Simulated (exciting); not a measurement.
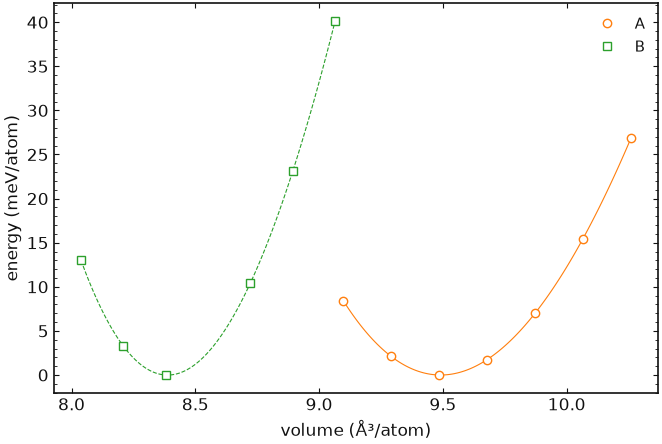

The figure compares two calculations of the energy against volume, each curve from its own zero. The first is for MgB₂, space group P6/mmm (No. 191).

The cell holds 3 atoms.

Method: all-electron LAPW DFT, no spin polarisation; energies at scaled volumes of the given cell, shape and fractions fixed, counted from the fit's minimum, third-order Birch-Murnaghan fit (exciting sodium). Level: PBEsol.

k mesh 10×10×8; occupations Fermi–Dirac; smearing width 0.05 eV; potentials all electron LAPW+lo, shipped species files; program settings rgkmax 7.

In the second, Mg is replaced by Ti on all its sites, which gives TiB₂ in the same structure.

**Which of A and B is the second calculation, and what did the change do?**

B. The equilibrium volume falls from 9.49 to 8.39 Å³/atom (−12 %) and the bulk modulus rises from 156 to 267 GPa (+71 %).

For both, limits of the calculation: shape and atomic fractions are frozen while scaling, which makes layered, chain and framework solids too stiff.

V0 and the bulk modulus come from third-order Birch–Murnaghan fits.
